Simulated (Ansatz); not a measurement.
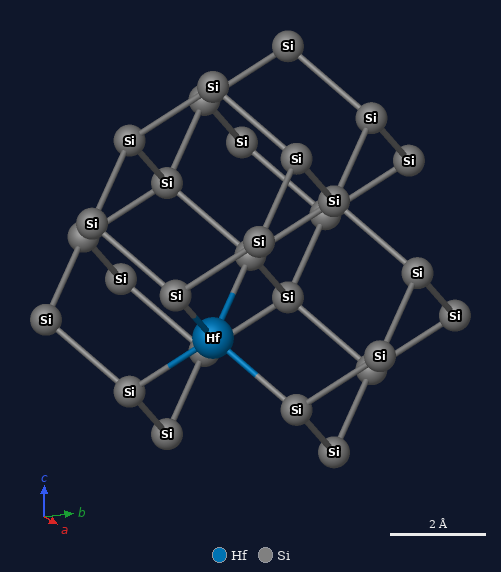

A defect cell of composition HfSi15, before the relaxation. The picture is a ball-and-stick view of the atoms within 5.0 Å of the atom that moves most (axes of the conventional cell (4 times the calculation's cell) (origin shifted)), seen slightly off an axis. Lengths and directions refer to the drawn axes.

Case: Hf on a Si site (b), charge +0, atoms relaxed at the host's cell.

The calculation used Ansatz, DFT PBE, scalar-relativistic, plane waves, PAW.

The input:
```yaml
crystal:
  lattice:
    - [0.0, 5.470093659, -5.470093659]
    - [5.470093659, 5.470093659, 0.0]
    - [5.470093659, 0.0, -5.470093659]
  atoms:
    - { symbol: Hf, position: [0.375, 0.375, 0.375] }
    - { symbol: Si, position: [0.375, 0.875, 0.375] }
    - { symbol: Si, position: [0.875, 0.375, 0.375] }
    - { symbol: Si, position: [0.875, 0.875, 0.375] }
    - { symbol: Si, position: [0.375, 0.375, 0.875] }
    - { symbol: Si, position: [0.375, 0.875, 0.875] }
    - { symbol: Si, position: [0.875, 0.375, 0.875] }
    - { symbol: Si, position: [0.875, 0.875, 0.875] }
    - { symbol: Si, position: [0.5, 0.5, 0.0] }
    - { symbol: Si, position: [0.5, 0.0, 0.0] }
    - { symbol: Si, position: [1.0, 0.5, 0.0] }
    - { symbol: Si, position: [1.0, 0.0, 0.0] }
    - { symbol: Si, position: [0.5, 0.5, 0.5] }
    - { symbol: Si, position: [0.5, 0.0, 0.5] }
    - { symbol: Si, position: [1.0, 0.5, 0.5] }
    - { symbol: Si, position: [1.0, 0.0, 0.5] }
  host:
    lattice:
      - [0.0, 2.7350468295, 2.7350468295]
      - [2.7350468295, 0.0, 2.7350468295]
      - [2.7350468295, 2.7350468295, 0.0]
    atoms:
      - { symbol: Si, position: [0.25, 0.25, 0.25] }
      - { symbol: Si, position: [0.0, 0.0, 0.0] }
basis:
  ecutwfc: 420
  xc_grid: 2
kpoints:
  mp_grid: { grid: [4, 4, 4], shift: [0.0, 0.0, 0.0] }
hamiltonian:
  xc: pbe
scf:
  occupations: { method: gaussian, width: 0.01 }
output:
  forces: true
  stress: false
  eigenvalues: true
  charged_corrections:
    defect_position: [0.375, 0.375, 0.375]
    epsilon: [[12.9823, 0.0, 0.0], [0.0, 12.9823, 0.0], [0.0, 0.0, 12.9823]]
  write_density: true
  write_potential: true
  elf: true
  volumetric_format: npy
relax:
  adjacent_minimum: "off"
  f_tol: 0.025
  max_steps: 45
```

Launched with:
```bash
ansatz run input.yaml --threads 4 --pin off --max-ram 8192MiB --backend cpu --events-out ev --progress --plain --runs-dir out
```

> Where does the relaxation end?

The largest moves, 0.17 Å, are those of Si9, Si13, Si14 and Si15. Si9 goes along [−1 1 1]. Hf stays in place. The cell stays as it was. Near-neighbour distances that change, for instance: Hf1–Si13 2.369 → 2.534 Å, Si2–Si13 2.369 → 2.331 Å, Si2–Si10 2.369 → 2.360 Å. Bond angles that change, for instance: Si9–Si6–Si14 109.5° → 101.0°, Hf1–Si9–Si5 109.5° → 105.2°, Si5–Si9–Si6 109.5° → 113.3°. After 3 geometry steps the energy has fallen by 1.019 eV per cell of the calculation. Largest force component: 1.9 eV/Å at the start, 0.018 eV/Å at the end. Cost: 14 s on 4 threads of Intel(R) Xeon(R) 6975P-C (Granite Rapids) (shared host), peak memory 0.86 GiB.

The end point in the same view:

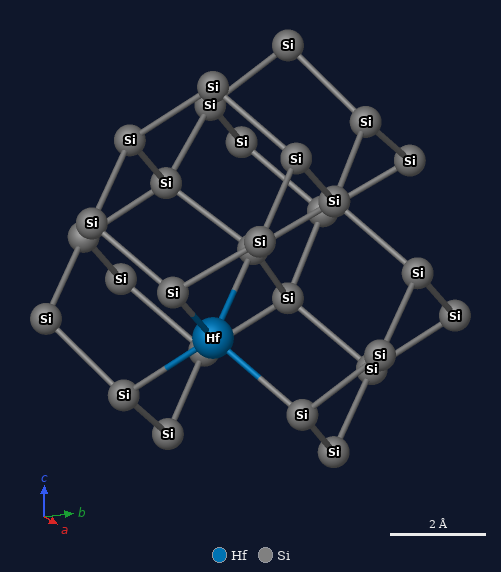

Limits of the set-up: the periodic images lie only 7.7 Å apart, so the values are limited by the cell's size.
